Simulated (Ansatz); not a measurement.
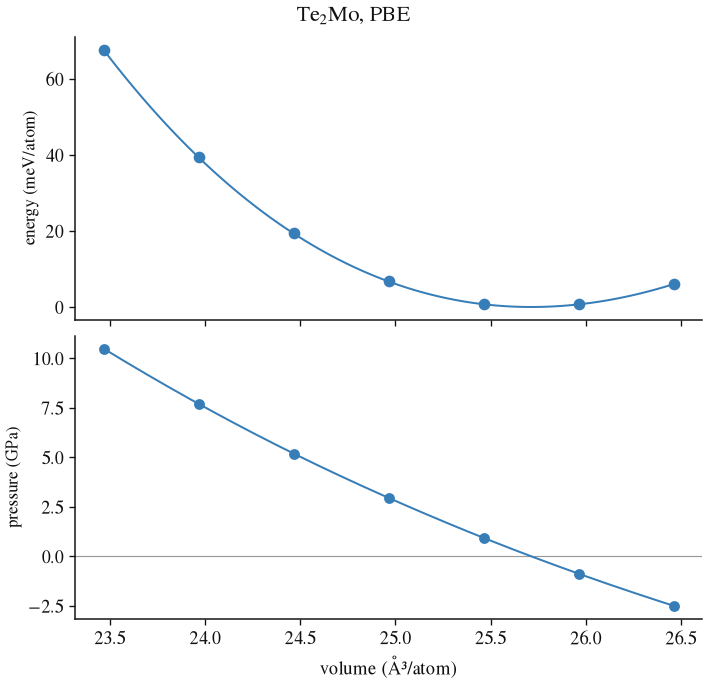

The picture above shows the energy and pressure against volume for Te₂Mo, space group P6_3/mmc (No. 194).

Cell as given: a = 3.518 Å, b = 3.518 Å, c = 13.974 Å, α = 90.00°, β = 90.00°, γ = 120.00°; 6 atoms.

Method: plane-wave DFT, no spin polarisation; energies at scaled volumes of the given cell, shape and fractions fixed, counted from the fit's minimum, third-order Birch-Murnaghan fit (Ansatz 0.2.0). Level: PBE.

```csv
setting,value
k mesh,9×9×2
occupations,Fermi–Dirac
smearing width,0.05 eV
potentials,PseudoDojo standard
wave cutoff,1120 eV
density cutoff,4480 eV
```

Give the fitted equation-of-state parameters.

Answer. A third-order Birch–Murnaghan fit gives V0 = 25.71 Å³/atom, B0 = 93.2 GPa and B′ = 4.5.

How does the pressure vary with volume?

Answer. It falls from 10.49 GPa at volume 23.47 Å³/atom to −2.50 GPa at 26.46 Å³/atom, and changes sign near 25.72 Å³/atom.

Caveats: shape and atomic fractions are frozen while scaling, which makes layered, chain and framework solids too stiff.
